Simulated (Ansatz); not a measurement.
## Geometry relaxation of TiN

The run: geometry relaxation of TiN (Fm-3m, 2 atoms in the cell). Method and program: DFT r2SCAN, scalar-relativistic, plane waves, PAW, no spin polarisation (Ansatz 0.2.0).

The structure was made by swapping elements on the sites of another compound; it need not be a known phase. It belongs to a series of runs on one base structure; here: Hf -> Ti on all its sites, cell and atoms relaxed.

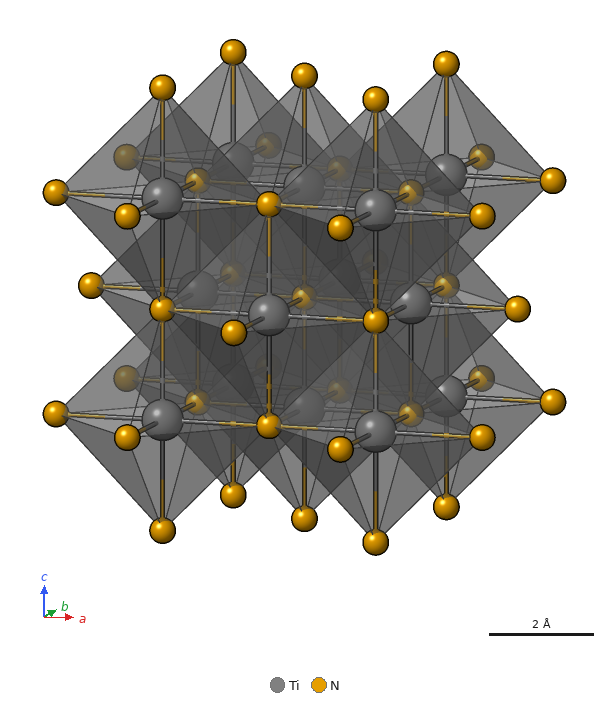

**Figure 1.** The starting structure (polyhedral view of the cell 4 times as large as that of the calculation, set on its symmetry axes, seen slightly off an axis; polyhedra are completed across the faces of the cell).

Input:
```yaml
crystal:
  lattice:
    - [0.0, 2.1705303962, 2.1705303962]
    - [2.1705303962, 0.0, 2.1705303962]
    - [2.1705303962, 2.1705303962, 0.0]
  atoms:
    - { symbol: Ti, position: [0.0, 0.0, 0.0] }
    - { symbol: "N", position: [0.5, 0.5, 0.5] }
basis:
  ecutwfc: 500
kpoints:
  mp_grid: { grid: [8, 8, 8] }
hamiltonian:
  xc: r2scan
scf:
  occupations: { method: gaussian, width: 0.1 }
output:
  forces: true
  stress: true
  eigenvalues: true
relax:
  adjacent_minimum: "off"
  f_tol: 0.05
  max_steps: 60
  cell: { stress_tol: 0.5 }
```

Launched with:
```bash
ansatz run input.yaml --threads 1 --pin off --max-ram 2560MiB --backend cpu --events-out ev --progress --plain --runs-dir out
```

What the program printed:
```
Engine: ansatz 0.2.0, x86_64-unknown-linux-gnu
Pseudopotentials: kind: paw
Pseudopotential: Ti, paw, valence charge 12, recommended cutoff 500 eV (meta_gga), Ti.paw.azcp
Pseudopotential: N, paw, valence charge 5, recommended cutoff 500 eV (meta_gga), N.paw.azcp
Functional definition: r2SCAN
  parameter k0 = 0.174
  parameter k1 = 0.065
  parameter a1 = 4.9479
  exchange = r2scan_x(k0 = k0, k1 = k1, a1 = a1)
  correlation = r2scan_c
Crystal: 2 atoms, lattice volume = 20.452 Å³
Basis set: ecut = 500 eV, 531 PW (Γ), exchange–correlation on 96×96×96 points (64 copies of the dense FFT grid, shifted against one another)
Bands: 13, of which v1, the nominal top of the filled ones, is band 9 counted from 1 (8 counted from 0)
Symmetry: 48 space group operations
Space group: Fm-3m (ITA 225), of the structure as read, at distance tolerance 2.7e-5 Å
k-points: 29 of 512
Non-local potential: Ti, projectors of the file, l = 0: 3, l = 1: 2, l = 2: 3, l = 3: 1
Non-local potential: N, projectors of the file, l = 0: 2, l = 1: 2, l = 2: 1
PAW form: soft (Blöchl's): semilocal exchange-correlation on the pseudo side does not see the compensation charge
PAW frozen core: Ti, regenerated for the run's functional (the file was generated under x = pbe(κ = 0.804, μ = 0.2195149727645171), c = pbe(β = 0.06672455060314922))
PAW frozen core: N, regenerated for the run's functional (the file was generated under x = pbe(κ = 0.804, μ = 0.2195149727645171), c = pbe(β = 0.06672455060314922))
PAW one-centre angular grid: Ti, 590 points (default); XC on 160 Gauss nodes
PAW one-centre angular grid: N, 302 points (default); XC on 160 Gauss nodes
Initial density: superposition of atomic densities (neutral atoms: chi_scale 0, normalization atom), corrected by the library's trained network
Initial wavefunctions: pseudopotential atomic-orbital guess
Functional: x = r2scan, c = r2scan; τ floored in thin density (d = 2e-4 eV/Å³)
SCF iter   1: F=—  HF=-2892.911628 eV  |F-HF|=—  |Δ(HF+E_count)|=         —  Δρ=1.89e-2  dr2=8.34e-2  dr2_τ=1.14e-1  ethr=1.77e-3  ⟨swp⟩=4.5  Hψ=1880  notcnv=0
preconditioner: auto → none  [metal: Δε(μ)=0.048 eV  Ē_g=9.973 eV  σ=0.100 eV  W_gap=0.25  n_scr=8 (ndim 8)  ℏωp=24.6 eV  f_vac=0.000  D(μ)=1.83/eV (n_scr^D=14)  sad-step TF]
SCF iter   2: F=—  HF=-2892.978885 eV  |F-HF|=—  |Δ(HF+E_count)|=   6.73e-2  Δρ=6.55e-3  dr2=4.23e-3  dr2_τ=1.97e-3  ethr=4.91e-4  ⟨swp⟩=2.0  Hψ=861  notcnv=0  defer=11
SCF iter   3: F=—  HF=-2892.979990 eV  |F-HF|=—  |Δ(HF+E_count)|=   1.11e-3  Δρ=3.22e-3  dr2=7.88e-4  dr2_τ=1.08e-4  ethr=2.49e-5  ⟨swp⟩=2.0  Hψ=407  notcnv=0  defer=11
SCF iter   4: F=—  HF=-2892.980367 eV  |F-HF|=—  |Δ(HF+E_count)|=   3.77e-4  Δρ=1.01e-3  dr2=1.45e-4  dr2_τ=1.08e-5  ethr=4.63e-6  ⟨swp⟩=2.6  Hψ=500  notcnv=0  defer=11
SCF iter   5: F=—  HF=-2892.980398 eV  |F-HF|=—  |Δ(HF+E_count)|=   3.08e-5  Δρ=2.55e-4  dr2=1.08e-5  dr2_τ=4.65e-7  ethr=8.53e-7  ⟨swp⟩=2.2  Hψ=559  notcnv=0  defer=11
SCF iter   6: F=—  HF=-2892.980404 eV  |F-HF|=—  |Δ(HF+E_count)|=   6.08e-6  Δρ=3.41e-5  dr2=2.76e-7  dr2_τ=3.45e-8  ethr=6.36e-8  ⟨swp⟩=2.0  Hψ=499  notcnv=0  defer=11
SCF iter   7: F=-2892.980404 eV  HF=-2892.980404 eV  |F-HF|=1.30e-9  |Δ(HF+E_count)|=   3.40e-8  Δρ=3.18e-6  dr2=1.02e-9  dr2_τ=2.19e-10  ethr=5.88e-10  ⟨swp⟩=5.9  Hψ=1405  notcnv=0
SCF 1 converged in 7 iterations: F = -2892.980404 eV  dr2 = 1.02e-9
  greatest PAW one-centre occupation: 1.001 electrons in one spin orbital (limit 2), on the Ti atom at site 0 (counted from 0), in its partial waves of l = 1
relax step   1: F+E_penalty+E_count = -2892.98040430 eV  Δ(F+E_penalty+E_count) = +0.000e0 eV  max|allowed force component| = 6.837e-30 eV/Å  Δτ_max = 0.0000 Å  P = -18.946 GPa  Ω = 20.452 Å³  (7 SCF iters, dr2 threshold 1.00e-7 eV, accepted)
Crystal: 2 atoms, lattice volume = 19.094 Å³
Initial density: handed on by an earlier stage of this run
Initial wavefunctions: those handed on with the density
iter 1 solved again at ethr=1.20e-4 eV; its pass at ethr=3.10e-3 eV (dr2=2.03e-2 eV) is discarded
SCF iter   1: F=—  HF=-2892.988882 eV  |F-HF|=—  |Δ(HF+E_count)|=         —  Δρ=9.83e-3  dr2=2.04e-2  dr2_τ=5.80e-2  ethr=1.20e-4  ⟨swp⟩=1.0  Hψ=2236  notcnv=0
preconditioner: auto → none  [metal: Δε(μ)=0.061 eV  Ē_g=10.373 eV  σ=0.100 eV  W_gap=0.32  n_scr=8 (ndim 8)  ℏωp=25.5 eV  f_vac=0.000  D(μ)=1.73/eV (n_scr^D=14)]
SCF iter   2: F=—  HF=-2893.076476 eV  |F-HF|=—  |Δ(HF+E_count)|=   8.76e-2  Δρ=8.44e-3  dr2=1.35e-2  dr2_τ=2.40e-3  ethr=1.20e-4  ⟨swp⟩=2.0  Hψ=754  notcnv=0
SCF iter   3: F=—  HF=-2893.073852 eV  |F-HF|=—  |Δ(HF+E_count)|=   2.62e-3  Δρ=1.97e-3  dr2=7.73e-4  dr2_τ=4.16e-5  ethr=7.92e-5  ⟨swp⟩=2.1  Hψ=619  notcnv=0
SCF iter   4: F=—  HF=-2893.074395 eV  |F-HF|=—  |Δ(HF+E_count)|=   5.43e-4  Δρ=2.93e-3  dr2=1.85e-3  dr2_τ=1.26e-4  ethr=4.55e-6  ⟨swp⟩=2.2  Hψ=693  notcnv=0
SCF iter   5: F=—  HF=-2893.074041 eV  |F-HF|=—  |Δ(HF+E_count)|=   3.54e-4  Δρ=4.37e-4  dr2=4.32e-5  dr2_τ=8.09e-7  ethr=4.55e-6  ⟨swp⟩=2.0  Hψ=502  notcnv=0
SCF iter   6: F=—  HF=-2893.074038 eV  |F-HF|=—  |Δ(HF+E_count)|=   3.19e-6  Δρ=1.55e-4  dr2=5.25e-6  dr2_τ=2.77e-7  ethr=2.54e-7  ⟨swp⟩=1.2  Hψ=400  notcnv=0
SCF iter   7: F=-2893.074037 eV  HF=-2893.074037 eV  |F-HF|=1.13e-7  |Δ(HF+E_count)|=   8.02e-7  Δρ=2.87e-5  dr2=1.77e-7  dr2_τ=7.69e-9  ethr=1.18e-9  ⟨swp⟩=3.2  Hψ=1428  notcnv=0
SCF 2 converged in 7 iterations: F = -2893.074037 eV  dr2 = 1.77e-7
  greatest PAW one-centre occupation: 1.002 electrons in one spin orbital (limit 2), on the Ti atom at site 0 (counted from 0), in its partial waves of l = 1
relax step   2: F+E_penalty+E_count = -2893.07403691 eV  Δ(F+E_penalty+E_count) = -9.363e-2 eV  max|allowed force component| = 5.045e-30 eV/Å  Δτ_max = 0.0000 Å  P = -1.899 GPa  Ω = 19.094 Å³  energy of the carried Pulay correction = +8.607e-4 eV  (7 SCF iters, dr2 threshold 2.00e-7 eV, accepted)
Crystal: 2 atoms, lattice volume = 18.954 Å³
iter 1 solved again at ethr=1.52e-6 eV; its pass at ethr=3.10e-3 eV (dr2=2.59e-4 eV) is discarded
SCF iter   1: F=—  HF=-2893.073958 eV  |F-HF|=—  |Δ(HF+E_count)|=         —  Δρ=1.10e-3  dr2=2.54e-4  dr2_τ=7.14e-4  ethr=1.52e-6  ⟨swp⟩=1.3  Hψ=1986  notcnv=0
preconditioner: auto → none  [metal: Δε(μ)=0.062 eV  Ē_g=10.327 eV  σ=0.100 eV  W_gap=0.33  n_scr=8 (ndim 8)  ℏωp=25.6 eV  f_vac=0.000  D(μ)=1.71/eV (n_scr^D=14)]
SCF iter   2: F=—  HF=-2893.074889 eV  |F-HF|=—  |Δ(HF+E_count)|=   9.31e-4  Δρ=9.30e-4  dr2=1.63e-4  dr2_τ=2.91e-5  ethr=1.49e-6  ⟨swp⟩=2.0  Hψ=624  notcnv=0
SCF iter   3: F=—  HF=-2893.074856 eV  |F-HF|=—  |Δ(HF+E_count)|=   3.30e-5  Δρ=2.22e-4  dr2=9.45e-6  dr2_τ=5.12e-7  ethr=9.59e-7  ⟨swp⟩=2.2  Hψ=498  notcnv=0
SCF iter   4: F=—  HF=-2893.074863 eV  |F-HF|=—  |Δ(HF+E_count)|=   6.59e-6  Δρ=3.25e-4  dr2=2.15e-5  dr2_τ=1.53e-6  ethr=5.56e-8  ⟨swp⟩=2.0  Hψ=601  notcnv=0
SCF iter   5: F=—  HF=-2893.074858 eV  |F-HF|=—  |Δ(HF+E_count)|=   4.65e-6  Δρ=5.33e-5  dr2=6.10e-7  dr2_τ=1.43e-8  ethr=5.56e-8  ⟨swp⟩=2.0  Hψ=502  notcnv=0
SCF iter   6: F=-2893.074858 eV  HF=-2893.074858 eV  |F-HF|=4.27e-8  |Δ(HF+E_count)|=   7.90e-8  Δρ=1.68e-5  dr2=5.91e-8  dr2_τ=3.23e-9  ethr=1.18e-9  ⟨swp⟩=5.0  Hψ=1520  notcnv=0
SCF 3 converged in 6 iterations: F = -2893.074858 eV  dr2 = 5.91e-8
relax step   3: F+E_penalty+E_count = -2893.07485787 eV  Δ(F+E_penalty+E_count) = -8.210e-4 eV  max|allowed force component| = 3.208e-29 eV/Å  Δτ_max = 0.0000 Å  P = +0.248 GPa  Ω = 18.954 Å³  energy of the carried Pulay correction = +9.530e-4 eV  (6 SCF iters, dr2 threshold 2.00e-7 eV, accepted)
Initial wavefunctions: pseudopotential atomic-orbital guess (no wavefunctions were taken with the density)
iter 1 solved again at ethr=6.29e-9 eV; its pass at ethr=3.10e-3 eV (dr2=1.07e-6 eV) is discarded
SCF iter   1: F=—  HF=-2893.073943 eV  |F-HF|=—  |Δ(HF+E_count)|=         —  Δρ=2.09e-4  dr2=8.35e-7  dr2_τ=7.51e-6  ethr=6.29e-9  ⟨swp⟩=2.6  Hψ=2851  notcnv=0
preconditioner: auto → none  [metal: Δε(μ)=0.061 eV  Ē_g=10.314 eV  σ=0.100 eV  W_gap=0.32  n_scr=8 (ndim 8)  ℏωp=25.6 eV  f_vac=0.000  D(μ)=1.71/eV (n_scr^D=14)]
SCF iter   2: F=—  HF=-2893.073945 eV  |F-HF|=—  |Δ(HF+E_count)|=   2.20e-6  Δρ=1.04e-4  dr2=2.47e-7  dr2_τ=3.18e-7  ethr=4.91e-9  ⟨swp⟩=2.6  Hψ=574  notcnv=0
SCF iter   3: F=—  HF=-2893.073946 eV  |F-HF|=—  |Δ(HF+E_count)|=   7.07e-7  Δρ=5.50e-5  dr2=6.11e-7  dr2_τ=5.97e-8  ethr=1.45e-9  ⟨swp⟩=2.7  Hψ=576  notcnv=0
SCF iter   4: F=-2893.073946 eV  HF=-2893.073946 eV  |F-HF|=1.10e-9  |Δ(HF+E_count)|=   1.24e-7  Δρ=4.13e-6  dr2=1.36e-9  dr2_τ=8.24e-10  ethr=1.18e-11  ⟨swp⟩=3.2  Hψ=1532  notcnv=0
SCF 4 converged in 4 iterations: F = -2893.073946 eV  dr2 = 1.36e-9
relax step   4: F+E_penalty+E_count = -2893.07394580 eV  Δ(F+E_penalty+E_count) = +9.121e-4 eV  max|allowed force component| = 2.025e-29 eV/Å  Δτ_max = 0.0000 Å  P = +0.240 GPa  Ω = 18.954 Å³  stress off target by 2.40e-1 GPa  SCF on the basis re-selected at this cell (its energy is not comparable with the rows above)  (4 SCF iters)
```

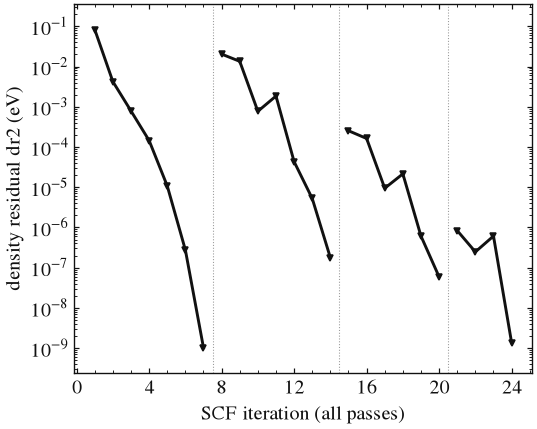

**Figure 2.** Convergence of the self-consistent field: density residual dr2 against the SCF iteration. The dotted lines part the SCF passes of the relaxation: geometry steps, rejected trials and re-solves on a re-selected basis. The passes take 7, 7, 6 and 4 iterations.

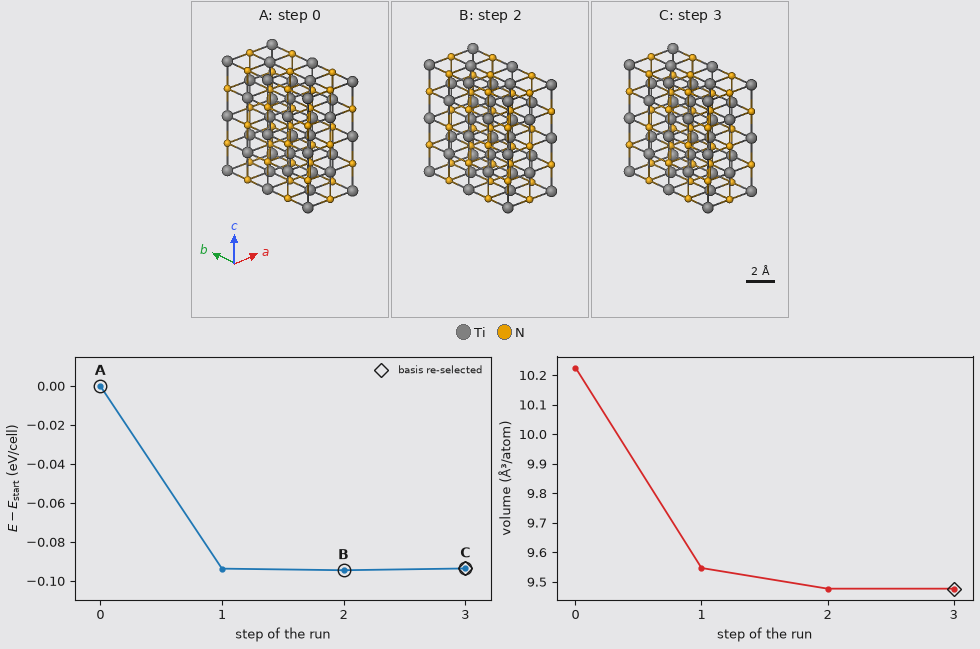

**Figure 3.** Frames of the relaxation (ball-and-stick view of the cell 4 times as large as that of the calculation, set on its symmetry axes, repeated 1 × 2 × 2, seen at an oblique angle) above the curves, on which the letters mark them (the first geometry is step 0 here and step 1 in the log).

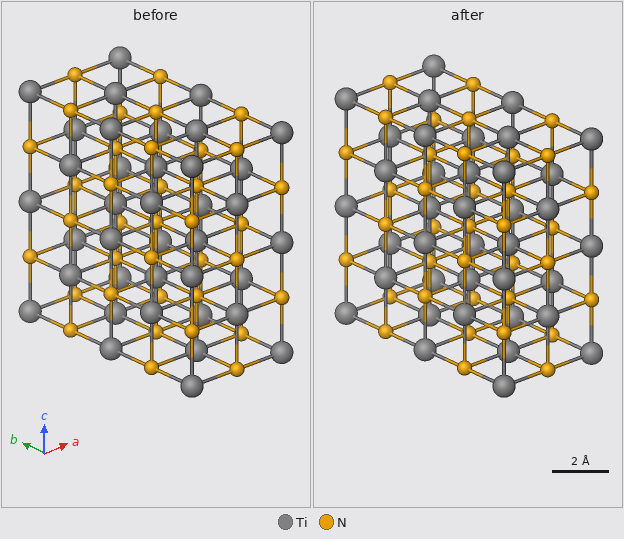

**Figure 4.** Before (left) and after (right) the relaxation, at one scale (ball-and-stick view of the cell 4 times as large as that of the calculation, set on its symmetry axes, repeated 1 × 2 × 2, seen at an oblique angle). After 2 geometry steps the energy has fallen by 94.5 meV per cell of the calculation. All forces vanish by symmetry, so only the cell relaxes. The pressure goes from −18.95 to 0.24 GPa. The atoms keep their places relative to the cell (all moves are under 0.005 Å). The drawn cell changes as follows: a = b = c 4.341 → 4.232 Å (−2.5 %); the volume changes by −7.3 %. Among the contacts that change: Ti1–N2 2.171 → 2.116 Å. The space group stays Fm-3m (No. 225). A last SCF at the same geometry on a re-selected plane-wave basis shifts the energy by +0.9 meV per cell of the calculation. (Atoms are counted from 1 in the order of the input.)

```
basis re-selected at this cell: Δ(F+E_penalty+E_count) = +9.121e-4 eV, ΔP = -0.008 GPa vs the last step (what re-selecting the basis moved, of the pressure what is left beyond the Pulay correction that the steps carried, after the strain that the cell walked since its last selection, with what the two solves' SCF thresholds leave and, on support functions, any second-order correction that the steps lacked; it is no measure of the basis error at this ecutwfc). This SCF's stress stands 2.40e-1 GPa from its target on what of the cell is left free (relax.cell.stress_tol is 5.00e-1 GPa) and its largest allowed force component is 2.02e-29 eV/Å (relax.f_tol is 5.00e-2 eV/Å): within both
SCF converged after 4 iterations
Free energy (F): -2893.073946 eV
Harris-Foulkes:  -2893.073946 eV  (|F-HF|=1.10e-9)
Internal energy: -2893.065409 eV  (E = F + TS)
E sigma→0 (E₀):  -2893.069677 eV
Entropy (-TS):   -0.008537 eV (-4.269 meV/atom)
Fermi energy:    17.444104 eV
--- Per-component energies (eV) ---
  E_band       = -105.693393
  E_kinetic    = 408.012815
  E_local      = -782.296315  (includes V_loc(G=0)·N_el)
  E_nonlocal   = 50.293389
  E_hartree    = 311.917090
  E_xc         = -155.221590
  E_vxc        = -220.851745  (∫ρ·V_xc dr)
  E_paw        = -1184.939053  (= ΣΔE_a)
  E_vpaw       = -198.628225  (= ΣTr[D̂ρ^β])
  E_aug_tail   = 0.000097  (compensation charges beyond the density's cutoff)
  E_vtau       = 13.942065  (kinetic-family band-sum trace: ∫τ·v_τ [+ j·A + Jᵃ·Aᵃ] dr)
  E_ewald      = -1540.548820
  E_core_change = -0.283022  (= ΣΔE_core)
  E_smearing   = -0.008537  (= −TS)
  E_closure    = -0.000000  (closes the sum)
  Σ components = -2893.073946   (vs F -2893.073946, Δ=0.00e0)
--- Forces (eV/Å), atoms counted from 1 ---
  atom   1  Ti     0.00000000    -0.00000000     0.00000000
  atom   2  N     -0.00000000    -0.00000000     0.00000000
  max |Σ_I F_I| component: 2.68e-29 eV/Å
--- Stress (GPa, compression-positive) ---
        0.240054      -0.000000      -0.000000
       -0.000000       0.240054      -0.000000
       -0.000000      -0.000000       0.240054
  P = ⅓ Tr σ = 0.2401 GPa (2.401 kbar)
--- Band table (eV; the first three rows and the last of 29) ---
  k-point 0: bands = ["-42.9331", "-17.8551", "-17.8551", "-17.8551", "-0.9057", "15.0477", "15.0477", "15.0477", "16.8023", "16.8023", "16.8023", "18.0580", "18.0580"]
  k-point 1: bands = ["-42.9185", "-17.9584", "-17.8630", "-17.8630", "-0.5993", "13.6729", "14.0560", "14.0560", "17.1685", "17.1685", "17.3945", "19.2058", "19.2058"]
  k-point 2: bands = ["-42.8831", "-18.2010", "-17.8822", "-17.8822", "0.1984", "11.4768", "12.7191", "12.7191", "17.9269", "17.9269", "18.1705", "21.1470", "21.1470"]
  k-point 28: bands = ["-42.8001", "-18.2357", "-18.2357", "-18.0905", "0.9684", "11.5562", "11.5562", "11.6223", "18.3755", "18.3755", "19.8826", "20.6819", "21.4881"]
--- Relaxed structure (3 steps of the walk, 3 accepted, 1 SCFs on fresh bases) ---
  F+E_penalty+E_count = -2893.07394580 eV   max|allowed force component| = 2.025e-29 eV/Å   (the final SCF, on the basis selected at the relaxed cell)
  cell:  # Å, volume = 18.9541 Å³
    - [-1.0948083541774293e-33, 2.1162032558181485, 2.1162032558181485]
    - [2.1162032558181485, -4.331066227961252e-34, 2.1162032558181485]
    - [2.1162032558181485, 2.1162032558181485, -2.5407196874965707e-34]
  atoms:
    - { symbol: Ti, position: [-9.676052347114565e-37, 9.387214963619925e-37, 9.098377580104271e-37] }
    - { symbol: N, position: [0.5000000000000001, 0.5000000000000001, 0.5000000000000001] }
```

Trajectory as extended XYZ (Å, eV, eV/Å), 4 frames, from step=1 to step=4:
```
2
Lattice="0.0000 2.1705 2.1705 2.1705 0.0000 2.1705 2.1705 2.1705 0.0000" Properties=species:S:1:pos:R:3:forces:R:3 step=1 energy=-2892.98040 pressure_GPa=-18.95
Ti    0.0000    0.0000    0.0000    0.0000   0.0000   0.0000
N     2.1705    2.1705    2.1705    0.0000   0.0000   0.0000
2
Lattice="0.0000 2.1214 2.1214 2.1214 0.0000 2.1214 2.1214 2.1214 0.0000" Properties=species:S:1:pos:R:3:forces:R:3 step=2 energy=-2893.07404 pressure_GPa=-1.90
Ti    0.0000    0.0000    0.0000    0.0000   0.0000   0.0000
N     2.1214    2.1214    2.1214    0.0000   0.0000   0.0000
2
Lattice="0.0000 2.1162 2.1162 2.1162 0.0000 2.1162 2.1162 2.1162 0.0000" Properties=species:S:1:pos:R:3:forces:R:3 step=3 energy=-2893.07486 pressure_GPa=0.25
Ti    0.0000    0.0000    0.0000    0.0000   0.0000   0.0000
N     2.1162    2.1162    2.1162    0.0000   0.0000   0.0000
2
Lattice="0.0000 2.1162 2.1162 2.1162 0.0000 2.1162 2.1162 2.1162 0.0000" Properties=species:S:1:pos:R:3:forces:R:3 step=4 energy=-2893.07395 pressure_GPa=0.24
Ti    0.0000    0.0000    0.0000    0.0000   0.0000   0.0000
N     2.1162    2.1162    2.1162    0.0000   0.0000   0.0000
```

Summary:

| quantity | value |
| --- | --- |
| outcome | converged |
| space group (tolerance 0.01 Å) | Fm-3m (225) |
| electrons treated | 17 |
| free energy | −2893.0739 eV |
| Fermi energy | 17.444 eV |
| gap on the k-point mesh | none (metallic) |
| pressure | 0.24 GPa |
| final volume | 18.95 Å³ |
| largest force (length of the vector) at the end | under 0.001 eV/Å |
| final cell | a = 2.993 Å, b = 2.993 Å, c = 2.993 Å, α = 60.00°, β = 60.00°, γ = 60.00° |
| hardware | 1 thread of Oxide Virtual Turin-like (Zen 5), 32 GiB of memory available, shared host |
| wall time | 3.5 s |
| peak memory | 0.4 GiB |

Remarks:

The cell holds an odd number of electrons but the run has no spin polarisation, so it comes out as a metal.
